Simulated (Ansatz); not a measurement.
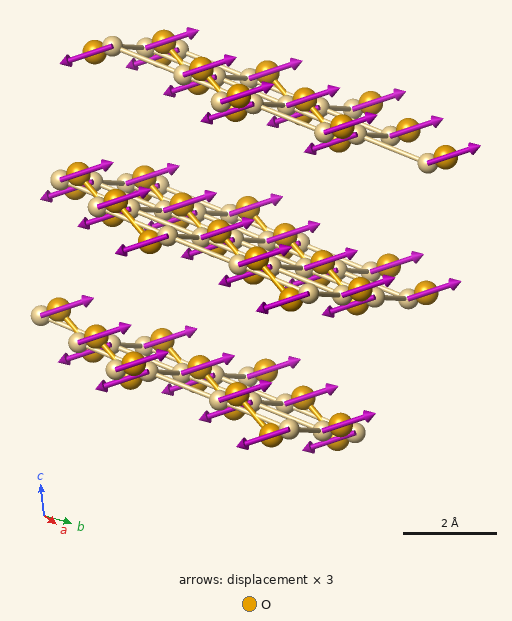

This is a relaxation of a crystal of O (set up in P-1). The starting structure is drawn faded, the final one solid; purple arrows show the displacements, 3 times their true length.

The picture is a ball-and-stick view of the atoms within 5.0 Å of the atom that moves most (axes of the cell of the calculation), seen slightly off an axis.

Case: cell sheared at random, sigma 0.01, atoms nudged by 0.01 Å; relaxed back.

All numbers below come from DFT r2SCAN, scalar-relativistic, plane waves, PAW (Ansatz 0.2.0).

Input
```yaml
crystal:
  lattice:
    - [-1.7588565741, 1.7723380698, -0.0258687499]
    - [1.7738012474, 1.787282743, -0.0383739458]
    - [0.0036238994, -1.7228059328, -3.1078224958]
  atoms:
    - { symbol: O, position: [-0.0032005457, -0.0028203763, -0.0013101894] }
    - { symbol: O, position: [0.5032005457, 0.5028203763, 0.0013101894] }
basis:
  ecutwfc: 500
kpoints:
  mp_grid: { grid: [14, 14, 14] }
hamiltonian:
  xc: r2scan
scf:
  occupations: { method: gaussian, width: 0.15 }
output:
  forces: true
  stress: true
  eigenvalues: true
relax:
  adjacent_minimum: "off"
  f_tol: 0.01
  max_steps: 80
```

Launched with:
```bash
ansatz run input.yaml --threads 1 --pin off --max-ram 2560MiB --backend cpu --events-out ev --progress --plain --runs-dir out
```

**What did the optimiser do to the structure, and how much energy did it gain?**

The largest moves, 0.44 Å, are those of O1 and O2. O1 goes along [−3 −3 −2]. The cell doesn't change. Near-neighbour distances that change, for instance: O1–O2 1.797 → 2.545 Å, O1–O2 (another image) 1.763 → 1.202 Å, O1–O2 (another image) 1.765 → 1.988 Å, O1–O2 (another image) 1.768 → 1.968 Å. The space group stays P-1 (No. 2). Over 12 geometry steps the energy falls by 1138 meV per atom. Largest force component: 0.3 eV/Å at the start, 0.0043 eV/Å at the end. The run took 7.9 min on 1 thread of Arm Neoverse V1, on a shared host, peak memory 0.65 GiB.
